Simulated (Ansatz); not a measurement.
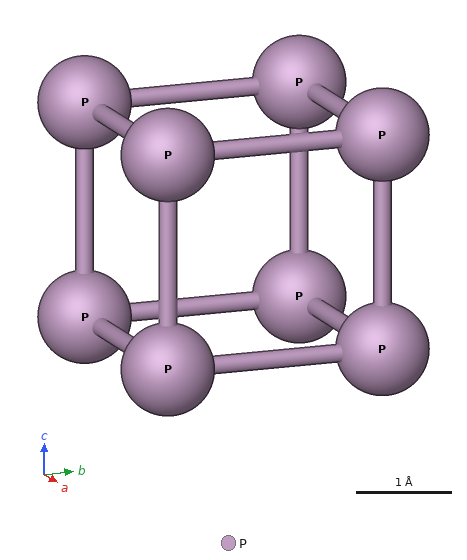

Figure 1. The structure (ball-and-stick view of the cell of the calculation, seen slightly off an axis). An atom can appear more than once, as a periodic image. Near neighbours in the periodic cell (some may lie outside the picture): P has 6 P at 2.33 to 2.42 Å.

## Run report: P, single-point calculation

The run: single-point calculation of P (P4/mmm, 1 atom in the cell). Method and program: DFT PBEsol+D3(BJ), scalar-relativistic, plane waves, PAW, no spin polarisation (Ansatz 0.2.0).

The structure derives from an entry of the Crystallography Open Database. It belongs to a series of runs on one base structure; here: ratio of the length along z to the lengths across it x 0.96, volume and fractional coordinates fixed.

**The input**
```yaml
crystal:
  lattice:
    - [2.4232312111, 0.0, 0.0]
    - [0.0, 2.4232312111, 0.0]
    - [0.0, 0.0, 2.3264650538]
  atoms:
    - { symbol: P, position: [0.0, 0.0, 0.0] }
basis:
  ecutwfc: 420
kpoints:
  mp_grid: { grid: [28, 28, 28] }
hamiltonian:
  xc: pbesol
  dispersion: d3bj
scf:
  occupations: { method: gaussian, width: 0.15 }
output:
  forces: true
  stress: true
  eigenvalues: true
```

Machine: 1 thread of Intel Xeon (Sapphire Rapids), 32 GiB of memory available, shared host.

Run as:
```bash
ansatz run input.yaml --threads 1 --pin off --max-ram 2560MiB --backend cpu --events-out ev --progress --plain --runs-dir out
```

**What the program printed**
```
Engine: ansatz 0.2.0, x86_64-unknown-linux-gnu
Pseudopotentials: kind: paw
Pseudopotential: P, paw, valence charge 5, recommended cutoff 420 eV (normal), P.paw.azcp
Functional definition: PBEsol
  exchange = pbesol_x
  correlation = pbesol_c
Crystal: 1 atoms, lattice volume = 13.661 Å³
Basis set: ecut = 420 eV, 255 PW (Γ), exchange–correlation on 36×36×32 points (8 copies of the dense FFT grid, shifted against one another)
Bands: 7, of which v1, the nominal top of the filled ones, is band 3 counted from 1 (2 counted from 0)
Symmetry: 16 space group operations
Space group: P4/mmm (ITA 123), of the structure as read, at distance tolerance 2.4e-5 Å
k-points: 1800 of 21952
Non-local potential: P, projectors of the file, l = 0: 2, l = 1: 2, l = 2: 2
PAW form: soft (Blöchl's): semilocal exchange-correlation on the pseudo side does not see the compensation charge
PAW frozen core: P, regenerated for the run's functional, and the local potential with it (the file was generated under x = pbe(κ = 0.804, μ = 0.2195149727645171), c = pbe(β = 0.06672455060314922))
PAW one-centre angular grid: P, 110 points (default); XC on 64 Gauss nodes
Initial density: superposition of atomic densities (neutral atoms: chi_scale 0, normalization atom), corrected by the library's trained network
Initial wavefunctions: pseudopotential atomic-orbital guess
Functional: x = pbesol(κ = 0.804, μ = 0.12345679012345678), c = pbesol(β = 0.046)
SCF iter   1: F=—  HF=-740.452994 eV  |F-HF|=—  |Δ(HF+E_count)|=         —  Δρ=1.80e-3  dr2=1.58e-4  ethr=1.77e-3  ⟨swp⟩=5.7  Hψ=114484  notcnv=0
preconditioner: auto → none  [metal: Δε(μ)=0.005 eV  Ē_g=16.334 eV  σ=0.150 eV  W_gap=0.02  n_scr=0 (ndim 8)  ℏωp=22.5 eV  f_vac=0.000  D(μ)=0.32/eV (n_scr^D=0)]
SCF iter   2: F=—  HF=-740.453034 eV  |F-HF|=—  |Δ(HF+E_count)|=   4.01e-5  Δρ=9.22e-4  dr2=4.38e-5  ethr=3.17e-6  ⟨swp⟩=2.0  Hψ=29904  notcnv=0
SCF iter   3: F=—  HF=-740.453060 eV  |F-HF|=—  |Δ(HF+E_count)|=   2.62e-5  Δρ=1.51e-4  dr2=2.63e-6  ethr=8.75e-7  ⟨swp⟩=2.1  Hψ=16324  notcnv=0
SCF iter   4: F=—  HF=-740.453059 eV  |F-HF|=—  |Δ(HF+E_count)|=   7.79e-7  Δρ=4.99e-5  dr2=3.61e-7  ethr=5.26e-8  ⟨swp⟩=1.4  Hψ=13167  notcnv=0
iter 5 did not close the SCF: its close was put off for the readings that it lacked (scf_convergence_deferred on its scf_iter line)
SCF iter   5: F=-740.453059 eV  HF=-740.453059 eV  |F-HF|=5.59e-10  |Δ(HF+E_count)|=   1.73e-7  Δρ=2.56e-6  dr2=8.84e-10  ethr=7.22e-9  ⟨swp⟩=2.2  Hψ=16323  notcnv=0
SCF iter   6: F=-740.453059 eV  HF=-740.453059 eV  |F-HF|=6.82e-13  |Δ(HF+E_count)|=  3.83e-10  Δρ=1.17e-7  dr2=1.67e-12  ethr=1.77e-11  ⟨swp⟩=3.0  Hψ=57454  notcnv=0
SCF 1 converged in 6 iterations: F = -740.453059 eV  dr2 = 1.67e-12
  greatest PAW one-centre occupation: 0.795 electrons in one spin orbital (limit 2), on the P atom at site 0 (counted from 0), in its partial waves of l = 0
SCF converged after 6 iterations
Free energy (F): -740.453059 eV
Harris-Foulkes:  -740.453059 eV  (|F-HF|=6.82e-13)
Internal energy: -740.449480 eV  (E = F + TS)
E sigma→0 (E₀):  -740.451270 eV
Entropy (-TS):   -0.003579 eV (-3.579 meV/atom)
Fermi energy:    12.025688 eV
--- Per-component energies (eV) ---
  E_band       = 24.846683
  E_kinetic    = 73.206311
  E_local      = -21.971682  (includes V_loc(G=0)·N_el)
  E_nonlocal   = 33.568891
  E_hartree    = 5.142067
  E_xc         = -62.475923
  E_vxc        = -62.663978  (∫ρ·V_xc dr)
  E_paw        = -554.035475  (= ΣΔE_a)
  E_vpaw       = -7.577002  (= ΣTr[D̂ρ^β])
  E_aug_tail   = 0.000003  (compensation charges beyond the density's cutoff)
  E_ewald      = -213.514631
  E_disp       = -0.415138  (pairwise vdW)
  E_core_change = 0.046096  (= ΣΔE_core)
  E_smearing   = -0.003579  (= −TS)
  E_closure    = 0.000000  (closes the sum)
  Σ components = -740.453059   (vs F -740.453059, Δ=0.00e0)
--- Forces (eV/Å), atoms counted from 1 ---
  atom   1  P     -0.00000000     0.00000000     0.00000000
  max |Σ_I F_I| component: 9.86e-32 eV/Å
--- Stress (GPa, compression-positive) ---
       -3.882229       0.000000       0.000000
        0.000000      -3.882229       0.000000
        0.000000       0.000000       9.877892
  P = ⅓ Tr σ = 0.7045 GPa (7.045 kbar)
--- Band table (eV; the first three rows and the last of 1800) ---
  k-point 0: bands = ["-5.2083", "16.7340", "16.7340", "18.3483", "18.5907", "18.7753", "26.9304"]
  k-point 1: bands = ["-5.1755", "16.7607", "16.7607", "17.3521", "18.3754", "19.9230", "27.0858"]
  k-point 2: bands = ["-5.0772", "15.9783", "16.8406", "16.8406", "18.4562", "21.0203", "27.5530"]
  k-point 1799: bands = ["9.1681", "10.0418", "10.0418", "11.1174", "16.1486", "16.1486", "16.7497"]
```

**Summary**

```tsv
quantity	value
outcome	converged
space group (tolerance 0.01 Å)	P4/mmm (123)
electrons treated	5
free energy	−740.4531 eV
Fermi energy	12.026 eV
gap on the k-point mesh	none (metallic)
pressure	0.70 GPa
largest force (length of the vector)	under 0.001 eV/Å
wall time	7.8 s
peak memory	0.55 GiB
```
